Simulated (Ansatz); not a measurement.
Run report: MnO₂, single-point calculation (part 1 of 2)

- system: MnO₂ (C2/m, 9 atoms in the cell)
- method: DFT LDA+U, scalar-relativistic, plane waves, PAW, Ueff = 4 eV on Mn atom 1 d; Ueff = 4 eV on Mn atom 2 d; Ueff = 4 eV on Mn atom 3 d, spin-polarised (Ansatz 0.2.0)

The structure derives from an entry of the Crystallography Open Database. It belongs to a series of runs on one base structure; here: from atoms, default search. Figures and captions count atoms from 1; the log counts them from 0 in places.

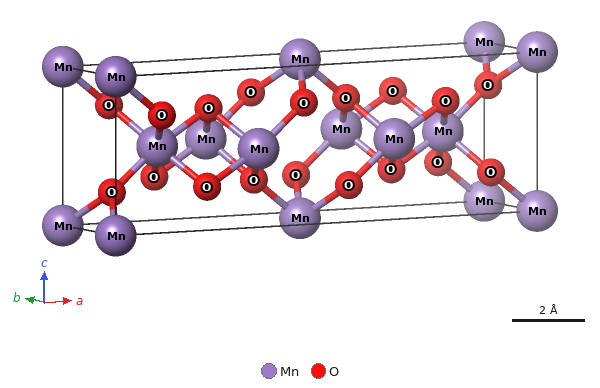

Fig. 1: The structure as given in the input (ball-and-stick view of the cell 2 times as large as that of the calculation, set on its symmetry axes, seen at an oblique angle). Near neighbours in the crystal (not all of them lie inside the picture): Mn has 6 O at 1.90 to 1.93 Å; O has 3 Mn at 1.90 to 1.93 Å.

## Input
```yaml
crystal:
  lattice:
    - [6.85000056, -1.43350012, 0.0]
    - [6.85000056, 1.43350012, 0.0]
    - [-0.03892, 0.0, 4.45983037]
  atoms:
    - { symbol: Mn, position: [0.0, 0.0, 0.0], spin: 3.0 }
    - { symbol: Mn, position: [0.661, 0.661, 0.506], spin: 3.0 }
    - { symbol: Mn, position: [0.339, 0.339, 0.494], spin: 3.0 }
    - { symbol: O, position: [0.4465, 0.4465, 0.768] }
    - { symbol: O, position: [0.5535, 0.5535, 0.232] }
    - { symbol: O, position: [0.8905, 0.8905, 0.26] }
    - { symbol: O, position: [0.1095, 0.1095, 0.74] }
    - { symbol: O, position: [0.783, 0.783, 0.726] }
    - { symbol: O, position: [0.217, 0.217, 0.274] }
basis:
  ecutwfc: 420
  ecutrho_ratio: 4
kpoints:
  mp_grid: { grid: [7, 7, 4] }
hamiltonian:
  xc: lda
  hubbard:
    sites:
      - { site: 0, l: d, u_eff: 4.0 }
      - { site: 1, l: d, u_eff: 4.0 }
      - { site: 2, l: d, u_eff: 4.0 }
scf:
  occupations: { method: gaussian, width: 0.05 }
output:
  forces: true
  stress: true
  eigenvalues: true
  populations: true
  hubbard: { sites: [{ site: 0, l: d }, { site: 1, l: d }, { site: 2, l: d }] }
  write_density: true
  write_potential: true
  elf: true
  volumetric_format: npy
magnetization:
  spin_polarized: true
```

Run as:
```bash
ansatz run input.yaml --threads 4 --pin off --max-ram 6144MiB --backend cpu --events-out ev --progress --plain --runs-dir out
```

## The program's output
```
basis.fft_grid_basis auto: the FFT boxes are laid along the combinations [[1, -1, 0], [0, 1, 0], [0, 0, 1]] of the cell's own vectors, 2.867, 6.998 and 4.460 Å long. The dense box has 20×48×30 points. Along the cell's own vectors, as sized, it would have 48×48×30, 2.40 times as many. Of the 4 symmetry operations that the crystal satisfies within crystal.symmetry.tolerance (time reversal apart; of a slab, those that keep its plane) the dense box along the cell's own vectors carries 4, and the one as laid loses 2 of those. basis.fft_grid_basis: typed keeps the cell's own vectors: state it where this run's energies or levels are differenced outside the engine with another run's, or held beside a run that keeps those vectors. Those combinations have planes normal to reciprocal vector 3, as the cell's own vectors have. Each planar average written beside output.write_density, output.write_potential has a row for each plane of the box: 30. The volumetric files lie along those combinations, not along the cell's own vectors: a cube or XSF file states them, and fields.json those of NumPy files.
Mn: projections on atomic orbitals take those of the free atom [Ne] 3s2 3p6 3d5 4s2, of charge +0.00 (hamiltonian.pseudopotentials.projection_atoms); the dataset's partial waves leave at most 9.0e-7 of an orbital's norm unspanned inside its sphere
O: projections on atomic orbitals take those of the free atom [He] 2s2 2p4, of charge +0.00 (hamiltonian.pseudopotentials.projection_atoms); the dataset's partial waves leave at most 1.9e-8 of an orbital's norm unspanned inside its sphere
Engine: ansatz 0.2.0, aarch64-unknown-linux-gnu
Pseudopotentials: kind: paw
Pseudopotential: Mn, paw, valence charge 15, recommended cutoff 420 eV (normal), Mn.paw.azcp
Pseudopotential: O, paw, valence charge 6, recommended cutoff 420 eV (normal), O.paw.azcp
Functional definition: SPW92
  exchange = slater_x
  correlation = pw_c
Crystal: 9 atoms, lattice volume = 87.586 Å³
Basis set: ecut = 420 eV, 1709 PW (Γ), FFT grids on a1−a2, a2, a3
Bands: 54, of which v1, the nominal top of the filled ones, is band 41 counted from 1 (40 counted from 0)
Symmetry: 4 space group operations
Space group: C2/m (ITA 12), of the structure as read, at distance tolerance 4.4e-5 Å
Magnetic group: BNS 12.58 (UNI 65), of the structure as read, at distance tolerance 4.4e-5 Å
k-points: 60 of 196
Non-local potential: Mn, projectors of the file, l = 0: 3, l = 1: 2, l = 2: 3, l = 3: 1
Non-local potential: O, projectors of the file, l = 0: 2, l = 1: 2, l = 2: 1
PAW form: soft (Blöchl's): semilocal exchange-correlation on the pseudo side does not see the compensation charge
PAW frozen core: Mn, regenerated for the run's functional, and the local potential with it (the file was generated under x = pbe(κ = 0.804, μ = 0.2195149727645171), c = pbe(β = 0.06672455060314922))
PAW frozen core: O, regenerated for the run's functional, and the local potential with it (the file was generated under x = pbe(κ = 0.804, μ = 0.2195149727645171), c = pbe(β = 0.06672455060314922))
PAW one-centre angular grid: Mn, 590 points (default); XC on 64 Gauss nodes
PAW one-centre angular grid: O, 110 points (default); XC on 64 Gauss nodes
Initial density: superposition of atomic densities (chi_scale 0.1, normalization cell, long waves kept (reshape's long-wave potential 0.07 eV rms))
Starting moments: Σ|m| = 9 μB on 3 of 9 sites
Initial wavefunctions: pseudopotential atomic-orbital guess
Functional: x = slater, c = lda
SCF iter   1: F=—  HF=-14850.503520 eV  |F-HF|=—  |Δ(HF+E_count)|=         —  Δρ=1.54e-1 (↑1.54e-1 ↓1.37e-1)  dr2=7.63e1  dr2_m=3.32e-1  M=8.156 μB ∫|m|=8.855 μB  β_m=1.00  ethr=3.10e-3  ⟨swp⟩=6.7  Hψ=23664  notcnv=0  defer=3
preconditioner: auto → Kerker (q_TF=auto, 2.693 Å⁻¹)  [metal: Δε(μ)=0.001 eV  Ē_g=10.430 eV  σ=0.050 eV  W_gap=0.01  n_scr=30 (ndim 8)  ℏωp=30.0 eV  f_vac=0.005  D(μ)=7.43/eV (n_scr^D=88)]
spin=Collinear: Kerker preconditioning applied to the charge; magnetization (m = ρ↑ − ρ↓) channel mixes plain (no charge-response kernel on spin).
SCF iter   2: F=—  HF=-14845.974017 eV  |F-HF|=—  |Δ(HF+E_count)|=    4.53e0  Δρ=8.81e-2 (↑5.27e-2 ↓8.81e-2)  dr2=8.52e0  dr2_m=1.21e0  M=9.000 μB ∫|m|=10.293 μB  β_m=1.00  ethr=3.10e-3  ⟨swp⟩=3.1  Hψ=14258  notcnv=0  defer=706
preconditioner: auto → Resta (q_TF=auto, 2.693 Å⁻¹)  ε∞=7.7  [insulator: Δε(μ)=0.146 eV  Ē_g=11.542 eV  σ=0.050 eV  W_gap=0.96  n_scr=30 (ndim 8)  ℏωp=30.0 eV  f_vac=0.002  D(μ)=0.02/eV (n_scr^D=0)  ε∞_Penn≈7.7]
spin=Collinear: Resta preconditioning applied to the charge; magnetization (m = ρ↑ − ρ↓) channel mixes plain (no charge-response kernel on spin).
SCF iter   3: F=—  HF=-14845.500054 eV  |F-HF|=—  |Δ(HF+E_count)|=   4.74e-1  Δρ=3.43e-2 (↑2.57e-2 ↓3.43e-2)  dr2=1.81e0  dr2_m=3.93e-2  M=9.000 μB ∫|m|=10.590 μB  β_m=1.00  ethr=3.10e-3  ⟨swp⟩=3.1  Hψ=11646  notcnv=0  defer=704
SCF iter   4: F=—  HF=-14846.370394 eV  |F-HF|=—  |Δ(HF+E_count)|=   8.70e-1  Δρ=3.86e-2 (↑3.86e-2 ↓2.61e-2)  dr2=3.21e0  dr2_m=5.52e-2  M=9.000 μB ∫|m|=10.693 μB  β_m=1.00  ethr=2.24e-3  ⟨swp⟩=3.2  Hψ=12781  notcnv=0  defer=664
SCF iter   5: F=—  HF=-14846.153761 eV  |F-HF|=—  |Δ(HF+E_count)|=   2.17e-1  Δρ=7.99e-3 (↑7.99e-3 ↓7.05e-3)  dr2=1.38e-1  dr2_m=8.35e-3  M=9.000 μB ∫|m|=10.641 μB  β_m=0.30  ethr=2.24e-3  ⟨swp⟩=2.6  Hψ=10134  notcnv=0  defer=589
SCF iter   6: F=—  HF=-14846.343144 eV  |F-HF|=—  |Δ(HF+E_count)|=   1.89e-1  Δρ=9.54e-3 (↑9.54e-3 ↓7.83e-3)  dr2=2.24e-1  dr2_m=6.51e-3  M=9.000 μB ∫|m|=10.603 μB  β_m=0.30  ethr=1.71e-4  ⟨swp⟩=2.2  Hψ=7424  notcnv=0  defer=572
Mixer restart at iter 6: flushing history
spin-set hold released at iteration 6 (site moments contracting): the magnetisation degrees of freedom join the quasi-Newton model from the next iteration; the mixer history was flushed
SCF iter   7: F=—  HF=-14846.410135 eV  |F-HF|=—  |Δ(HF+E_count)|=   6.70e-2  Δρ=3.01e-3 (↑2.70e-3 ↓3.01e-3)  dr2=1.18e-2  dr2_m=2.58e-3  M=9.000 μB ∫|m|=10.601 μB  β_m=0.41  ethr=1.71e-4  ⟨swp⟩=2.1  Hψ=9137  notcnv=0  defer=572
SCF iter   8: F=—  HF=-14846.480033 eV  |F-HF|=—  |Δ(HF+E_count)|=   6.99e-2  Δρ=4.09e-3 (↑4.09e-3 ↓2.49e-3)  dr2=3.12e-2  dr2_m=2.23e-3  M=9.000 μB ∫|m|=10.556 μB  β_m=0.50  ethr=1.46e-5  ⟨swp⟩=2.2  Hψ=10762  notcnv=0  defer=570
SCF iter   9: F=—  HF=-14846.503816 eV  |F-HF|=—  |Δ(HF+E_count)|=   2.38e-2  Δρ=1.41e-3 (↑1.04e-3 ↓1.41e-3)  dr2=1.02e-3  dr2_m=9.81e-4  M=9.000 μB ∫|m|=10.505 μB  β_m=0.75  ethr=1.46e-5  ⟨swp⟩=2.1  Hψ=11825  notcnv=0  defer=570
SCF iter  10: F=—  HF=-14846.505044 eV  |F-HF|=—  |Δ(HF+E_count)|=   1.23e-3  Δρ=1.02e-3 (↑9.77e-4 ↓1.02e-3)  dr2=1.08e-3  dr2_m=5.20e-4  M=9.000 μB ∫|m|=10.470 μB  β_m=0.87  ethr=1.25e-6  ⟨swp⟩=2.1  Hψ=9409  notcnv=0  defer=566
SCF iter  11: F=—  HF=-14846.505622 eV  |F-HF|=—  |Δ(HF+E_count)|=   5.78e-4  Δρ=9.14e-4 (↑9.14e-4 ↓4.34e-4)  dr2=1.31e-3  dr2_m=5.62e-5  M=9.000 μB ∫|m|=10.428 μB  β_m=0.81  ethr=1.25e-6  ⟨swp⟩=2.0  Hψ=10771  notcnv=0  defer=566
SCF iter  12: F=—  HF=-14846.505547 eV  |F-HF|=—  |Δ(HF+E_count)|=   7.55e-5  Δρ=5.77e-4 (↑5.77e-4 ↓2.89e-4)  dr2=5.69e-4  dr2_m=2.16e-5  M=9.000 μB ∫|m|=10.421 μB  β_m=0.69  ethr=1.25e-6  ⟨swp⟩=2.0  Hψ=11354  notcnv=0  defer=561
SCF iter  13: F=—  HF=-14846.505482 eV  |F-HF|=—  |Δ(HF+E_count)|=   6.45e-5  Δρ=1.59e-4 (↑1.59e-4 ↓6.51e-5)  dr2=2.18e-5  dr2_m=4.71e-6  M=9.000 μB ∫|m|=10.419 μB  β_m=0.76  ethr=7.02e-7  ⟨swp⟩=2.3  Hψ=8849  notcnv=0  defer=561
SCF iter  14: F=—  HF=-14846.505482 eV  |F-HF|=—  |Δ(HF+E_count)|=   3.14e-7  Δρ=3.69e-5 (↑3.69e-5 ↓2.84e-5)  dr2=2.70e-6  dr2_m=1.97e-7  M=9.000 μB ∫|m|=10.416 μB  β_m=0.72  ethr=2.69e-8  ⟨swp⟩=2.0  Hψ=8985  notcnv=0  defer=561
SCF iter  15: F=—  HF=-14846.505482 eV  |F-HF|=—  |Δ(HF+E_count)|=   2.23e-7  Δρ=1.44e-5 (↑1.44e-5 ↓1.32e-5)  dr2=3.92e-7  dr2_m=3.57e-8  M=9.000 μB ∫|m|=10.416 μB  β_m=0.73  ethr=3.33e-9  ⟨swp⟩=2.0  Hψ=9143  notcnv=0  defer=561
SCF iter  16: F=-14846.505482 eV  HF=-14846.505482 eV  |F-HF|=2.68e-8  |Δ(HF+E_count)|=   1.55e-8  Δρ=7.11e-6 (↑4.02e-6 ↓7.11e-6)  dr2=7.03e-8  dr2_m=1.20e-8  M=9.000 μB ∫|m|=10.416 μB  ethr=1.23e-10  ⟨swp⟩=14.3  Hψ=44908  notcnv=0
SCF 1 converged in 16 iterations: F = -14846.505482 eV  dr2 = 7.03e-8
  greatest PAW one-centre occupation: 1.001 electrons in one spin orbital (limit 2), on the Mn atom at site 2 (counted from 0), in its partial waves of l = 1
```

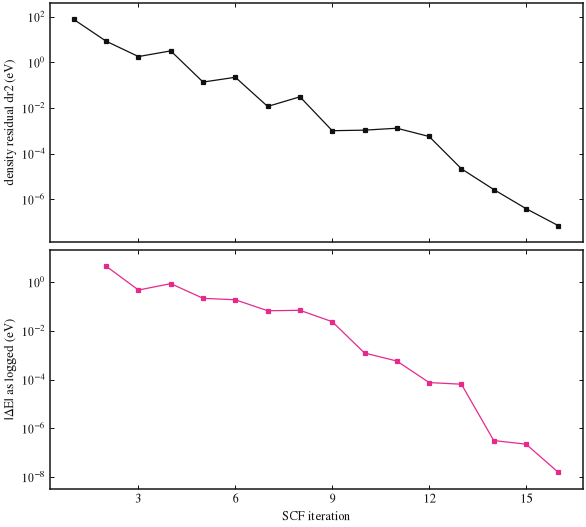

Fig. 2: Convergence of the self-consistent field: density residual dr2 and size of the energy change against the SCF iteration. The residual comes down, with one marked jump up, by a factor of about 2.5, at step 8.

```
SCF converged after 16 iterations
Magnetization: 9.0000 μB (45.0000 up, 36.0000 down)
Absolute magnetization: 10.4376 μB (∫|ρ↑−ρ↓|, with the PAW one-centre terms)
Spin contamination: 0.4099 ħ² per cell (⟨S²⟩ above its minimum at these occupations)
Per-site moments (μB) at R_I (Å): [(2.7267509805129633, 0.7854289549860558), (2.7609641507176237, 0.7860223766391637), (2.760964150717624, 0.7860223766391637), (-0.05675451566905302, 0.7860223766391637), (-0.05675451566905282, 0.7860223766391637), (-0.06626756185318566, 0.785428954986056), (-0.06626756185318568, 0.7854289549860558), (-0.15076714970734273, 0.7964251863149224), (-0.15076714970734245, 0.7964251863149223)]
Free energy (F): -14846.505482 eV
Harris-Foulkes:  -14846.505482 eV  (|F-HF|=2.68e-8)
Internal energy: -14846.505482 eV  (E = F + TS)
E sigma→0 (E₀):  -14846.505482 eV
Fermi energy:    9.583084 eV
--- Per-component energies (eV) ---
  E_band       = -975.506474
  E_kinetic    = 1934.077641
  E_local      = -8708.663557  (includes V_loc(G=0)·N_el)
  E_nonlocal   = 1023.510238
  E_hartree    = 3431.700552
  E_xc         = -769.475931
  E_vxc        = -989.756482  (∫ρ·V_xc dr)
  E_hubbard    = 7.489359  (on-site DFT+U / exact-exchange correction)
  E_vhub       = -15.197200  (the Hubbard potential's part of the band-sum identity)
  E_paw        = -4591.612179  (= ΣΔE_a)
  E_vpaw       = -1082.886995  (= ΣTr[D̂ρ^β])
  E_aug_tail   = 0.014795  (compensation charges beyond the density's cutoff)
  E_ewald      = -7175.279789
  E_core_change = 1.733388  (= ΣΔE_core)
  E_smearing   = -0.000000  (= −TS)
  E_closure    = 0.000000  (closes the sum)
  Σ components = -14846.505482   (vs F -14846.505482, Δ=0.00e0)
```
